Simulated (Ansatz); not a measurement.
**Geometry relaxation, with input and output: C₃₂Si₉₆ (part 3 of 3)**

The same run, continued: C₃₂Si₉₆ (P1, 128 atoms in the cell); DFT, PBEsol, PAW, plane waves (Ansatz 0.2.0); cutoff 420 eV, 1×1×1 k-mesh, Fermi–Dirac smearing of 0.01 eV. The structure was built on a prototype by a generator.

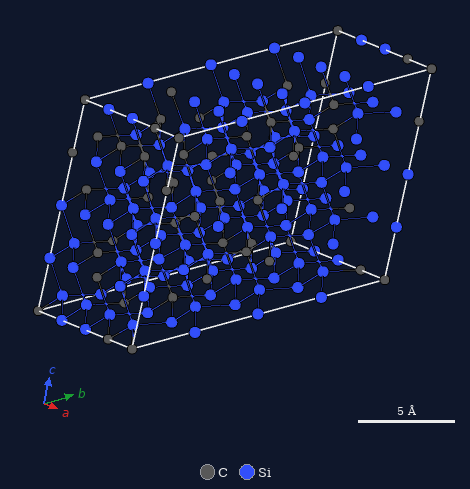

The starting structure (ball-and-stick view of the cell of the calculation, seen slightly off an axis).

Output, continued:
```
  atom 116  Si     0.00049734     0.00012624    -0.00045733
  atom 117  Si     0.00029163     0.00089598    -0.00163974
  atom 118  Si     0.00108907     0.00097606    -0.00121316
  atom 119  Si     0.00013046     0.00023780     0.00100333
  atom 120  Si     0.00154487     0.00170735    -0.00093971
  atom 121  Si     0.00039709    -0.00163349     0.00005526
  atom 122  Si     0.00096343     0.00150728    -0.00038446
  atom 123  Si    -0.00250464     0.00198489    -0.00131131
  atom 124  Si     0.00100283    -0.00289886    -0.00131176
  atom 125  Si     0.00003179    -0.00036793     0.00085132
  atom 126  Si    -0.00191756    -0.00139849     0.00190423
  atom 127  Si     0.00326545     0.00017633     0.00067749
  atom 128  Si     0.00118450     0.00312629     0.00408560
  max |Σ_I F_I| component: 1.59e-7 eV/Å
--- Stress (GPa, compression-positive) ---
       -0.498300      -0.927439      -0.000370
       -0.927439       0.571708      -1.031841
       -0.000370      -1.031841      -0.183729
  P = ⅓ Tr σ = -0.0368 GPa (-0.368 kbar)
--- Band table (eV) ---
  k-point 0: bands = ["-7.8599", "-7.6894", "-7.4398", "-7.2088", "-6.9059", "-6.7824", "-6.7524", "-6.4698", "-6.3358", "-5.9517", ... 174 levels left out ..., "5.0979", "5.1206", "5.1684", "5.2138", "5.2334", "5.2475", "5.2675", "5.3402", "5.3937", "5.4415", "5.4963", "5.5189", "5.5416", "5.5612", "5.5865", "5.6283", "5.6784", "5.6930", "5.7143", "5.7271", "5.7699", "5.8311", "5.8897", "5.9013", "5.9620", "5.9966", "6.0396", "6.0575", "6.1149",
      "6.1285", "6.1737", "6.2189", "6.2641", "6.2864", "6.3106", "6.4003", "6.4172", "6.4650", "6.5065", "6.5144", "6.5330", "6.5654", "6.5763", "6.6375", "6.6879", "6.7607", "6.7862", "6.8900", "6.9391", "6.9858", "7.0175", "7.0604", "7.1136", "7.1322", "7.1520", "7.2346", "7.2932", "7.3595", "7.3867", "7.4137", "7.4631", "7.4995", "7.5251", "7.5771", "7.7192", "7.7605", "7.8516", "7.9303", "7.9694",
      "8.0029", "8.1480", "8.2077", "8.4220", "8.5443", "8.6070", "8.6773", "8.8176", "8.8899", "8.9538", "9.0415", "9.0850", "9.1697", "9.2219", "9.3457", "9.3977", "9.4567", "9.5045", "9.5806", "9.6347", "9.6553", "9.7018", "9.7521", "9.8015", "9.8083", "9.8610", "9.8669", "9.9156", "9.9291", "10.0179", "10.0463", "10.1001", "10.1226", "10.1364", "10.1613", "10.2325", "10.2658", "10.3504", "10.3959", "10.4332",
      "10.5028", "10.5151", "10.5632", "10.6111", "10.6322", "10.6773", "10.7229", "10.7263", "10.7658", "10.8139", "10.8417", "10.8566", "10.8865", "10.9203", "10.9549", "10.9986", "11.0367", "11.0733", "11.1439", "11.1589", "11.1770", "11.2251", "11.2510", "11.2813", "11.2904", "11.3004", "11.3690", "11.3758", "11.3891", "11.4120", "11.4847", "11.4990", "11.5048", "11.5646", "11.5779", "11.6088", "11.6303", "11.6359", "11.7011", "11.7294",
      "11.7450", "11.8011", "11.8218", "11.8534", "11.8782", "11.8917", "11.9130", "11.9738", "12.0211", "12.0378", "12.0824", "12.1042", "12.1306", "12.1732", "12.2017", "12.2291", "12.2646", "12.2860", "12.3214", "12.3498", "12.3687", "12.4093", "12.4410", "12.4745", "12.4872", "12.5135", "12.5371", "12.5569", "12.5731", "12.6193", "12.6597", "12.6947", "12.7063", "12.7694", "12.7840", "12.8038", "12.8192", "12.8350", "12.8980", "12.9151",
      "12.9594", "12.9770", "13.0005", "13.0287", "13.0739", "13.0918", "13.1228", "13.1468", "13.1757", "13.1920", "13.2320"]
--- Relaxed structure (36 steps of the walk, 33 accepted, 1 SCFs on fresh bases) ---
  F+E_penalty+E_count = -67519.46819657 eV   max|allowed force component| = 2.721e-2 eV/Å   (the final SCF, on the basis selected at the relaxed cell)
  cell:  # Å, volume = 1875.9428 Å³
    - [-6.854414323294508e-19, 9.788809274465338, 9.788809274465338]
    - [9.788809274465338, 7.260002063320794e-18, 9.788809274465338]
    - [9.788809274465338, 9.788809274465338, -4.354105283525687e-19]
  atoms:
    - { symbol: C, position: [0.0069198510599998205, -0.0004132286349144364, 0.9778914319296205] }
    - { symbol: C, position: [0.7454693436337533, 0.7285346138987617, 0.7510384819984718] }
    - { symbol: C, position: [0.0503207316644335, 0.04994748868397324, 0.5834433923362915] }
    - { symbol: C, position: [0.08991957347811358, 0.5236278424106369, 0.5856321935564659] }
    - { symbol: C, position: [0.24929315125440968, 0.2658958291122636, 0.0024684540048328096] }
    - { symbol: C, position: [0.43972330391467124, -0.019557675979602784, 0.3340583310828873] }
    - { symbol: C, position: [0.9835151849878789, 0.4868830356357677, 0.27152697975367757] }
    - { symbol: C, position: [1.0015391413675157, 0.9797373791103067, 0.7121824514012164] }
    - { symbol: C, position: [0.25730340687201075, 0.26931484116923926, 0.5128282333418016] }
    - { symbol: C, position: [0.4997191243413542, 0.4941831786286383, 0.269008971054971] }
    - { symbol: C, position: [0.755034532468724, 0.2719895172018345, 0.5019744222549057] }
    - { symbol: C, position: [0.028738013936560336, 0.4820960173606082, 0.7300793415026909] }
    - { symbol: C, position: [0.5110353916086663, 0.494343725734127, 0.7660688115137884] }
    - { symbol: C, position: [0.07117910962685259, 0.08145523101351748, 0.8695102743100981] }
    - { symbol: C, position: [0.28768258937132085, 0.32772335657610574, 0.5684023408557982] }
    - { symbol: C, position: [0.5367061911257021, 0.11526537786092172, 0.802161403045885] }
    - { symbol: C, position: [0.8053185665466305, 0.3144951703235774, 0.5495000799393212] }
    - { symbol: C, position: [0.28707176883843066, 0.8360106684761738, 0.5465512589946405] }
    - { symbol: C, position: [0.5524850216289879, 0.5319560161607403, 0.8272626160035019] }
    - { symbol: C, position: [0.752604527829974, 0.482786537726348, 0.2675103947598165] }
    - { symbol: C, position: [0.30776827679153074, 0.055346358901738696, 0.3398801236760189] }
    - { symbol: C, position: [0.5563214132610754, 0.3069245652406705, 0.07084272762583049] }
    - { symbol: C, position: [0.0616568485646376, 0.8676004840606792, 0.0015649874476403314] }
    - { symbol: C, position: [0.30074136927201667, 0.1064079253512207, 0.8040392980785853] }
    - { symbol: C, position: [0.7912657176949602, 0.9933552115282842, -0.03587366065633657] }
    - { symbol: C, position: [-0.006153374014736646, 0.26861114036340034, 0.24585834072196316] }
    - { symbol: C, position: [0.23422798298115505, 0.47117915162147045, 0.528716842544442] }
    - { symbol: C, position: [0.4952744848187308, 0.25257064084657277, 0.7623016826924612] }
    - { symbol: C, position: [0.7675399416411446, 0.45294472214018505, 0.5072155147727812] }
    - { symbol: C, position: [0.06645306862576994, 0.3428210965038083, 0.7973934796033701] }
    - { symbol: C, position: [0.062487582461266344, 0.8482418863137007, 0.7661906891741314] }
    - { symbol: C, position: [0.6232486145217428, 0.7220384221095988, 0.8079238222002275] }
    - { symbol: Si, position: [0.5114990969747216, 0.030798041292717876, -0.03490756626041944] }
    - { symbol: Si, position: [1.002428522409473, 0.5205539071456459, 0.005513069123833092] }
    - { symbol: Si, position: [0.9910871174371543, 0.02127512334081011, 0.5044187886530768] }
    - { symbol: Si, position: [0.25471087818736843, 0.22505078867245848, 0.27569446054446584] }
    - { symbol: Si, position: [0.5073497294275451, 0.4776997910790849, -0.0006696223737339135] }
    - { symbol: Si, position: [0.47679101195212603, 0.9583525001035073, 0.5510708358776671] }
    - { symbol: Si, position: [0.7546808349098771, 0.2430725154275769, 0.26376552339050197] }
    - { symbol: Si, position: [0.004140640124160849, 0.48211507506835094, 0.5358836542012657] }
    - { symbol: Si, position: [0.2670362831983509, 0.7412708295713202, 0.23401708496777085] }
    - { symbol: Si, position: [0.23758014259245258, 0.2713978461591257, 0.7424275651349523] }
    - { symbol: Si, position: [0.4988318805534072, 0.5093734166483842, 0.5128249147530033] }
    - { symbol: Si, position: [0.7471007727941826, 0.746730208647251, 0.24465648395646533] }
    - { symbol: Si, position: [0.7610400366936071, 0.248595499292115, 0.7179864043518968] }
    - { symbol: Si, position: [0.24120361498156895, 0.7852623515330927, 0.7138326653357827] }
    - { symbol: Si, position: [0.06433657145108743, 0.06664259305264217, 0.0298333345002023] }
    - { symbol: Si, position: [0.627349599242709, 0.041564630667396796, 0.032380100881203466] }
    - { symbol: Si, position: [0.05469799314344598, 0.5837544909077188, 0.0982582901316183] }
    - { symbol: Si, position: [0.3022550203105665, 0.31170270411168444, 0.3459672070409425] }
    - { symbol: Si, position: [0.5523050576438796, 0.542246494369632, 0.0958408698617551] }
    - { symbol: Si, position: [0.546129499450343, 0.04779766341431013, 0.5903187175926445] }
    - { symbol: Si, position: [0.8203092518898181, 0.31727883389033723, 0.32595031786470774] }
    - { symbol: Si, position: [0.3105407260114171, 0.8291843255773252, 0.2978632645627154] }
    - { symbol: Si, position: [0.3212071154186289, 0.3128087354205564, 0.827025697552061] }
    - { symbol: Si, position: [0.5941982506372779, 0.5415238813614708, 0.5905107862648433] }
    - { symbol: Si, position: [0.8695150524714303, 0.7606773906378506, 0.30069857105114806] }
    - { symbol: Si, position: [0.8157208321394345, 0.3018864852802372, 0.8124265449089773] }
    - { symbol: Si, position: [0.3372754890290285, 0.8442586011728844, 0.7659472281391569] }
    - { symbol: Si, position: [0.7768605073017585, 0.812789576862857, 0.8027048050815313] }
    - { symbol: Si, position: [1.0069118891501618, -0.0057752294865034415, 0.24298045394734102] }
    - { symbol: Si, position: [0.7257698034990554, 0.2403925812324536, 1.0145663434976755] }
    - { symbol: Si, position: [0.2292491128079731, 0.7860972342863607, 0.9620624219132137] }
    - { symbol: Si, position: [0.7395542070969374, 0.7494454928534249, 1.0067520525618865] }
    - { symbol: Si, position: [0.46579191642101664, 0.03631139717115678, 0.786616995837943] }
    - { symbol: Si, position: [0.23879244917911802, 0.7614925150841361, 0.500788946786923] }
    - { symbol: Si, position: [0.7530921390505426, 0.7278497920604715, 0.49540328848546555] }
    - { symbol: Si, position: [0.05093628303779828, 0.10142544090906673, 0.30086148663346407] }
    - { symbol: Si, position: [0.31831379244632063, 0.2977396740231729, 0.06893003421402849] }
    - { symbol: Si, position: [0.5336431755824477, 0.04027919868851515, 0.3432990844145591] }
    - { symbol: Si, position: [0.8185137714194943, 0.3029649680786113, 0.061407734039777284] }
    - { symbol: Si, position: [0.024642744961707097, 0.5526714607692504, 0.33484293839172435] }
    - { symbol: Si, position: [0.330746249966818, 0.8182621032323162, 0.02695278335227247] }
    - { symbol: Si, position: [0.5831122082823015, 0.5426726754469726, 0.3115676993979888] }
    - { symbol: Si, position: [0.8350482507269176, 0.8252452171093018, 0.03215858716560249] }
    - { symbol: Si, position: [0.05141229492602989, 0.5636304042749789, 0.8035265707679132] }
    - { symbol: Si, position: [0.8089481084468232, 0.7837738479483048, 0.5860358282914608] }
    - { symbol: Si, position: [0.020012610606079534, 0.27500690527465976, 0.96816171194176] }
    - { symbol: Si, position: [0.25396616742836875, 1.0260263442859516, 0.25889170064916833] }
    - { symbol: Si, position: [0.5220725857099482, 0.23934883679811764, 1.0073939798048894] }
    - { symbol: Si, position: [0.7425157959106974, 0.967801080925252, 0.24394295518218856] }
    - { symbol: Si, position: [0.03810260816061117, 0.7834055898660836, 0.9393051370888623] }
    - { symbol: Si, position: [-0.014703191584207728, 0.22729909837431683, 0.5200697427951791] }
    - { symbol: Si, position: [0.22953320651852469, 0.5134064040217493, 0.26486189685263656] }
    - { symbol: Si, position: [0.5338207832360379, 0.7319651687935219, 0.958517508932361] }
    - { symbol: Si, position: [0.23373769208177797, 1.0364130169066275, 0.775802862632931] }
    - { symbol: Si, position: [0.4666157688012687, 0.25727689138958904, 0.5267828513477639] }
    - { symbol: Si, position: [0.7041725675194711, 1.020718461886724, 0.755873048850782] }
    - { symbol: Si, position: [0.01531539890132888, 0.6932833495616313, 0.5081758103192663] }
    - { symbol: Si, position: [0.25335192298001546, 0.5117786435158109, 0.7537555601920083] }
    - { symbol: Si, position: [0.4442542980940013, 0.8200681259558232, 0.4453895589105312] }
    - { symbol: Si, position: [0.719557071132128, 0.5006036783198962, 0.7706717363381895] }
    - { symbol: Si, position: [0.07615221450734964, 0.31780887248958417, 0.0743650252108112] }
    - { symbol: Si, position: [0.8025185952496767, 0.045857509689230525, 0.31032856517836677] }
    - { symbol: Si, position: [0.08886362537190523, 0.2846421460553756, 0.5754531201826869] }
    - { symbol: Si, position: [0.32124890634813413, 0.541564738647698, 0.3476203290709542] }
    - { symbol: Si, position: [0.5370428967910124, 0.8291148814177984, 0.05262052584957255] }
    - { symbol: Si, position: [0.5663283418911447, 0.308897470416074, 0.5867339665039357] }
    - { symbol: Si, position: [0.8100342105978686, 0.5311352124586342, 0.33241756887018303] }
    - { symbol: Si, position: [0.8383871905385898, 0.04183879398764151, 0.7968481017073944] }
    - { symbol: Si, position: [0.041100923452351446, 0.8253274013886192, 0.5417769277422104] }
    - { symbol: Si, position: [0.33891997600221746, 0.5794260301239094, 0.800901455509522] }
    - { symbol: Si, position: [0.5621701472641703, 0.7424272568175043, 0.5573937740709041] }
    - { symbol: Si, position: [0.842520616934028, 0.5605405726931274, 0.7890374844986967] }
    - { symbol: Si, position: [0.2747130394252645, 0.023652747978826633, 0.968066308415957] }
    - { symbol: Si, position: [0.252857039475788, 0.5014119018875824, 0.006097031798073915] }
    - { symbol: Si, position: [0.22061266577332522, 0.0071967777825988205, 0.5093910927430599] }
    - { symbol: Si, position: [0.5042153454156684, 0.24862818771479, 0.24057234654100668] }
    - { symbol: Si, position: [0.756043548309401, 0.5051958334208504, 0.9980670601119984] }
    - { symbol: Si, position: [0.7511910958252772, 0.9918400733482979, 0.5110031673680283] }
    - { symbol: Si, position: [1.050435850762332, 0.7455757257500456, 0.15335091991250094] }
    - { symbol: Si, position: [1.0157201103032625, 0.2435145899423723, 0.7792852200734385] }
    - { symbol: Si, position: [0.5118443699316091, 0.7502739033100212, 0.2739904612445694] }
    - { symbol: Si, position: [-0.010863552165933155, 0.7691232781278609, 0.7448155494822832] }
    - { symbol: Si, position: [0.5312965919588272, 0.7002687311258212, 0.7590567557044933] }
    - { symbol: Si, position: [0.31050794129069137, 0.10167537243733753, 0.05724329369397271] }
    - { symbol: Si, position: [0.8358165523726682, 0.03996716401287509, 0.03779185663522183] }
    - { symbol: Si, position: [0.04982488436047067, 0.3148912558800748, 0.3119387582234029] }
    - { symbol: Si, position: [0.30822350803220155, 0.5852594209153813, 0.06477013308013474] }
    - { symbol: Si, position: [0.2879399711694306, 0.09881542708251026, 0.5726947527678464] }
    - { symbol: Si, position: [0.5527100071909493, 0.3251433477145651, 0.3208650856221788] }
    - { symbol: Si, position: [0.8069092951387509, 0.5476585642764751, 0.10089097398371505] }
    - { symbol: Si, position: [0.7920668224931052, 0.1053172540790065, 0.5574766782467048] }
    - { symbol: Si, position: [0.06782820026542247, 0.7851464042288632, 0.29533417644345206] }
    - { symbol: Si, position: [0.2986376146751293, 0.5522475898321977, 0.5577800054840674] }
    - { symbol: Si, position: [0.5686822907217142, 0.9076939614879873, 0.21846559683069267] }
    - { symbol: Si, position: [0.5566541748658062, 0.32297011987393665, 0.8046238212179749] }
    - { symbol: Si, position: [0.8041223244107795, 0.5233292838880838, 0.5718970898304041] }
--- Löwdin populations: 128 sites ---
  site symbol       q [e]
     0      C      4.2853
     1      C      4.5690
     2      C      4.5551
     3      C      4.3112
     4      C      4.8333
     5      C      4.5934
     6      C      4.7995
     7      C      4.2435
     8      C      4.5802
     9      C      4.7780
    10      C      4.5642
    11      C      4.2972
    12      C      4.5527
    13      C      4.5496
    14      C      4.3410
    15      C      4.5920
    16      C      4.3259
    17      C      4.8708
    18      C      4.5951
    19      C      4.8653
    20      C      4.5820
    21      C      4.8369
    22      C      4.5781
    23      C      4.8747
    24      C      4.8731
    25      C      4.8497
    26      C      4.3120
    27      C      4.5616
    28      C      4.5469
    29      C      4.6003
    30      C      4.5180
    31      C      4.5618
    32     Si      3.7203
    33     Si      4.0140
    34     Si      3.7256
    35     Si      3.7917
    36     Si      3.4570
    37     Si      4.0743
    38     Si      4.0264
    39     Si      3.8197
    40     Si      3.9797
    41     Si      3.2571
    42     Si      4.0458
    43     Si      4.0493
    44     Si      3.8060
    45     Si      3.4834
    46     Si      3.6173
    47     Si      3.7383
    48     Si      3.7442
    49     Si      3.7195
    50     Si      3.7659
    51     Si      3.9386
    52     Si      3.2328
    53     Si      3.9997
    54     Si      3.5102
    55     Si      3.5875
    56     Si      4.0405
    57     Si      4.0325
    58     Si      4.0671
    59     Si      3.6977
    60     Si      3.9683
    61     Si      3.6927
    62     Si      3.7249
    63     Si      3.9851
    64     Si      3.4997
    65     Si      3.6491
    66     Si      3.9336
    67     Si      3.7082
    68     Si      3.7445
    69     Si      3.7095
    70     Si      3.9751
    71     Si      3.6855
    72     Si      3.9744
    73     Si      3.4482
    74     Si      3.7279
    75     Si      3.8046
    76     Si      3.6654
    77     Si      3.7200
    78     Si      3.7496
    79     Si      3.7563
    80     Si      3.9708
    81     Si      3.6010
    82     Si      3.5935
    83     Si      3.9768
    84     Si      3.6728
    85     Si      3.4747
    86     Si      3.7925
    87     Si      3.7978
    88     Si      3.7511
    89     Si      4.0315
    90     Si      3.4532
    91     Si      3.7163
    92     Si      3.4599
    93     Si      3.9842
    94     Si      3.7510
    95     Si      3.5287
    96     Si      3.9325
    97     Si      3.5389
    98     Si      3.2290
    99     Si      3.4531
   100     Si      4.0518
   101     Si      3.7330
   102     Si      4.0440
   103     Si      3.5460
   104     Si      3.7510
   105     Si      3.9801
   106     Si      3.2243
   107     Si      3.7269
   108     Si      3.9803
   109     Si      3.9945
   110     Si      3.7323
   111     Si      3.5019
   112     Si      4.0207
   113     Si      3.7268
   114     Si      3.4377
   115     Si      3.7185
   116     Si      3.4256
   117     Si      3.4918
   118     Si      4.0127
   119     Si      3.7743
   120     Si      3.7105
   121     Si      3.7069
   122     Si      3.7446
   123     Si      3.9789
   124     Si      3.8080
   125     Si      3.6808
   126     Si      3.5078
   127     Si      3.7155
  spilling = 0.011135 (of n_electrons = 512.000000)
```
